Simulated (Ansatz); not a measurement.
# A series of single points on TaN

System: TaN (I4mm, 2 atoms in the cell).
Method: DFT r2SCAN, scalar-relativistic, plane waves, PAW, no spin polarisation (Ansatz 0.2.0).

The 6 runs differ only in the geometry, by a shift of atoms along one path in a fixed cell. The shift s is measured from run 4: N2 moves along the Cartesian direction (0.00, 0.00, −1.00). The structure derives from an entry of the Crystallography Open Database.

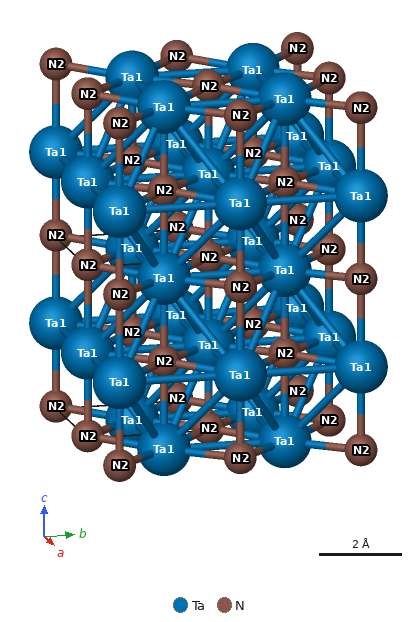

Figure 1. The structure of run 4 (ball-and-stick view of the cell 2 times as large as that of the calculation, set on its symmetry axes, repeated 2 × 2 × 2, seen slightly off an axis; atoms are numbered from 1 in the order of the input). An atom can appear more than once, as a periodic image.

## Input of run 4
```yaml
crystal:
  lattice:
    - [0.0, 2.179, 2.179]
    - [2.179, 0.0, 2.179]
    - [2.179, 2.179, 0.0]
  atoms:
    - { symbol: Ta, position: [0.5, 0.5, 0.5] }
    - { symbol: "N", position: [-0.014341441, -0.014341441, 0.014341441] }
basis:
  ecutwfc: 500
kpoints:
  mp_grid: { grid: [18, 18, 18] }
hamiltonian:
  xc: r2scan
scf:
  occupations: { method: gaussian, width: 0.15 }
output:
  forces: true
  stress: true
  eigenvalues: true
```

Command:
```bash
ansatz run input.yaml --threads 1 --pin off --max-ram 2560MiB --backend cpu --events-out ev --progress --plain --runs-dir out
```

Run 5 differs from it as follows:
```diff
-    - { symbol: "N", position: [-0.014341441, -0.014341441, 0.014341441] }
+    - { symbol: "N", position: [-0.0172097292, -0.0172097292, 0.0172097292] }
```

## Results, with one run withheld

```tsv
run	shift s of N2 (Å)	free energy per atom, from the lowest run given (meV)	pressure (GPa)	force along the path (eV/Å)
1	−0.1625	21.42	11.58	0.947
2	−0.0375	0.00	9.90	−0.220
3	−0.0250	1.72	10.04	−0.332
4	0.0000	7.32	10.48	−0.565
5	0.0125	?	?	?
6	0.0250	15.92	11.16	−0.814
```

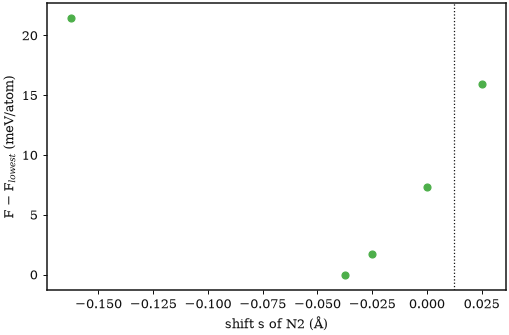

Figure 2. Free energy per atom of the runs given; the dotted line marks run 5.

Fit the runs given and predict run 5.

A cubic polynomial in the coordinate, fitted to the 5 runs given, misses them by at most 0.01 meV per atom. With x = s + 0.0400, it reads F = −0.24976 + 96.022 x + 2307.4 x² + 649.17 x³ (meV per atom). At run 5 it gives 11.25 meV per atom, and the run itself gives 11.23. The slope of the fit gives a force −dF/ds of −0.687 eV/Å along the path (summed over the atoms that move), and the printed forces give −0.687 eV/Å. The fit has its minimum at s = −0.0610 Å.

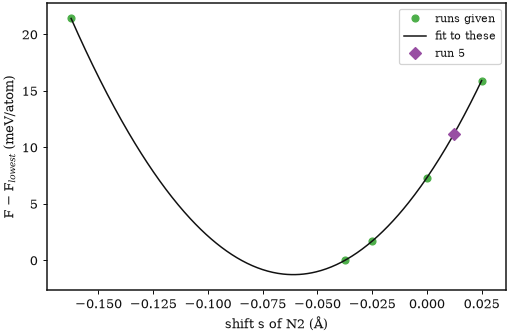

Figure 3. The fit and the withheld run.

## Output, shortened to warnings, some set-up lines, iterations and results (run 5)
```
Basis set: ecut = 500 eV, 531 PW (Γ), exchange–correlation on 96×96×96 points (64 copies of the dense FFT grid, shifted against one another)
Symmetry: 8 space group operations
k-points: 480 of 5832 (time reversal used)
Initial density: superposition of atomic densities (neutral atoms: chi_scale 0, normalization atom), corrected by the library's trained network
[...]
SCF iter   1: F=—  HF=-10330.942080 eV  |F-HF|=—  |Δ(HF+E_count)|=         —  Δρ=7.38e-3  dr2=3.39e-3  dr2_τ=1.45e-1  ethr=1.77e-3  ⟨swp⟩=5.6  Hψ=78403  notcnv=0  defer=72
SCF iter   2: F=—  HF=-10331.017822 eV  |F-HF|=—  |Δ(HF+E_count)|=   7.57e-2  Δρ=6.18e-3  dr2=5.07e-3  dr2_τ=3.46e-4  ethr=1.88e-5  ⟨swp⟩=2.0  Hψ=18379  notcnv=0  defer=1189
SCF iter   3: F=—  HF=-10331.018351 eV  |F-HF|=—  |Δ(HF+E_count)|=   5.29e-4  Δρ=3.65e-3  dr2=1.08e-3  dr2_τ=2.97e-4  ethr=1.88e-5  ⟨swp⟩=2.0  Hψ=9314  notcnv=0  defer=1189
SCF iter   4: F=—  HF=-10331.018879 eV  |F-HF|=—  |Δ(HF+E_count)|=   5.28e-4  Δρ=2.46e-3  dr2=1.31e-3  dr2_τ=8.98e-5  ethr=5.99e-6  ⟨swp⟩=2.6  Hψ=10810  notcnv=0  defer=1189
SCF iter   5: F=—  HF=-10331.018612 eV  |F-HF|=—  |Δ(HF+E_count)|=   2.66e-4  Δρ=1.95e-4  dr2=7.31e-6  dr2_τ=4.91e-7  ethr=5.99e-6  ⟨swp⟩=2.0  Hψ=9051  notcnv=0  defer=1189
SCF iter   6: F=—  HF=-10331.018616 eV  |F-HF|=—  |Δ(HF+E_count)|=   3.61e-6  Δρ=1.05e-4  dr2=2.55e-6  dr2_τ=1.50e-7  ethr=4.06e-8  ⟨swp⟩=2.0  Hψ=9259  notcnv=0  defer=1189
SCF iter   7: F=—  HF=-10331.018616 eV  |F-HF|=—  |Δ(HF+E_count)|=   1.99e-8  Δρ=4.13e-5  dr2=3.98e-7  dr2_τ=2.27e-8  ethr=1.42e-8  ⟨swp⟩=2.2  Hψ=9185  notcnv=0  defer=1189
SCF iter   8: F=-10331.018616 eV  HF=-10331.018616 eV  |F-HF|=4.34e-8  |Δ(HF+E_count)|=   1.02e-8  Δρ=1.95e-5  dr2=8.48e-8  dr2_τ=4.83e-9  ethr=5.56e-10  ⟨swp⟩=8.6  Hψ=32362  …
SCF 1 converged in 8 iterations: F = -10331.018616 eV  dr2 = 8.48e-8
SCF converged after 8 iterations
Free energy (F): -10331.018616 eV
Harris-Foulkes:  -10331.018616 eV  (|F-HF|=4.34e-8)
Internal energy: -10331.009790 eV  (E = F + TS)
E sigma→0 (E₀):  -10331.014203 eV
Entropy (-TS):   -0.008826 eV (-4.413 meV/atom)
Fermi energy:    22.413467 eV
--- Per-component energies (eV) ---
  E_band       = -49.483744
  E_kinetic    = 505.360660
  E_local      = -567.062598  (includes V_loc(G=0)·N_el)
  E_nonlocal   = 60.212523
  E_hartree    = 193.409163
  E_xc         = -266.480791
  E_vxc        = -309.684611  (∫ρ·V_xc dr)
  E_paw        = -8552.677353  (= ΣΔE_a)
  E_vpaw       = -141.133383  (= ΣTr[D̂ρ^β])
  E_aug_tail   = 0.000084  (compensation charges beyond the density's cutoff)
  E_vtau       = 16.007457  (kinetic-family band-sum trace: ∫τ·v_τ [+ j·A + Jᵃ·Aᵃ] dr)
  E_ewald      = -1702.985633
  E_core_change = -0.785845  (= ΣΔE_core)
  E_smearing   = -0.008826  (= −TS)
  E_closure    = -0.000000  (closes the sum)
  Σ components = -10331.018616   (vs F -10331.018616, Δ=0.00e0)
--- Forces (eV/Å), atoms counted from 1 ---
  atom   1  Ta    -0.00000000     0.00000000    -0.68721709
  atom   2  N      0.00000000     0.00000000     0.68727931
  max |Σ_I F_I| component: 6.22e-5 eV/Å
--- Stress (GPa, compression-positive) ---
        9.796324       0.000000       0.000000
        0.000000       9.796324       0.000000
        0.000000       0.000000      12.785507
  P = ⅓ Tr σ = 10.7927 GPa (107.927 kbar)
```

Notes: Spin–orbit coupling is left out, which matters for Ta.
